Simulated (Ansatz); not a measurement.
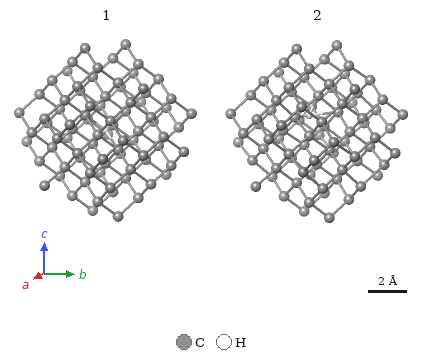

Two geometries of a defect cell of composition HC$_{16}$ (cell charge +1), drawn at one scale. One is the start of a relaxation, the other its converged end. A ball-and-stick model of the atoms within 5.0 Å of the atom that moves most (axes of the conventional cell (4 times the calculation's cell) (origin shifted)), seen slightly off an axis. Lengths and directions refer to the drawn axes.

Computed with DFT PBE, scalar-relativistic, plane waves, PAW (Ansatz 0.2.0). (plane-wave cutoff 420 eV; k-point mesh 3 × 3 × 3; occupations gaussian; smearing width 0.05 eV; no spin polarisation; atoms relaxed in a fixed cell; force threshold 0.03 eV/Å; at most 60 steps)

Which of the two is the end point?

Structure 2 is the relaxed one. It is an interstitial H in diamond C. The run prepares an end point of a later path (interstitial hop) calculation, from a guessed geometry. The energy falls by 0.937 eV per cell of the calculation in 11 geometry steps. Largest force component: 1.3 eV/Å at the start, 0.0069 eV/Å at the end. The H atom moves most: 0.85 Å roughly along [0 −1 2]. Largest moves by element: H 0.85 Å, C 0.15 Å. The cell stays as it was. Near-neighbour distances that change, for instance: C–H 1.565 → 2.357 Å, C–H 1.765 → 1.183 Å, C–H 1.550 → 1.938 Å, C–H 1.527 → 1.183 Å. Among the angles between lasting bonds that change: C–C–C 109.5° → 102.4°, C–C–C 109.5° → 103.6°, C–C–C 109.5° → 115.2°.

Limits of the set-up: the periodic images lie only 5.0 Å apart, so the values are limited by the cell's size; the cell is charged, on a uniform background, and energies carry no finite-size correction.
